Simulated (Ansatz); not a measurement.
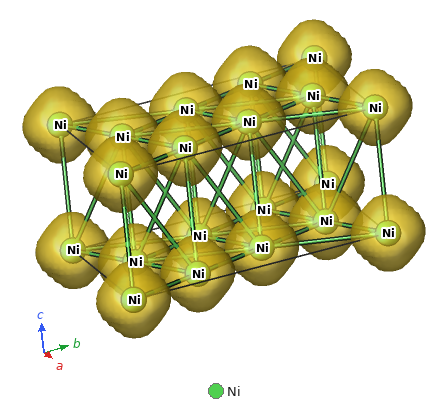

*Ni. Isosurfaces of the magnetisation density (up minus down) at +0.1 (yellow) and −0.1 e/Å³ (cyan), seen slightly off an axis. Sticks mark near contacts.*

Space group R-3m; a structure from a database of computed crystals, not necessarily the ambient phase; computed pressure about 27 GPa in this cell; spin-polarised.

The calculation used Ansatz, DFT PBE, scalar-relativistic, plane waves, PAW.

Q: Which atoms carry the moments, and with what signs?

A: The spin density sits on Ni: +0.6 μB (×7) in one cell of 7 atoms: parallel moments (a ferromagnetic arrangement) in this solution. The cell of the calculation (7 atoms) carries 4.1 μB of net spin moment. Only one sign reaches the isovalue.
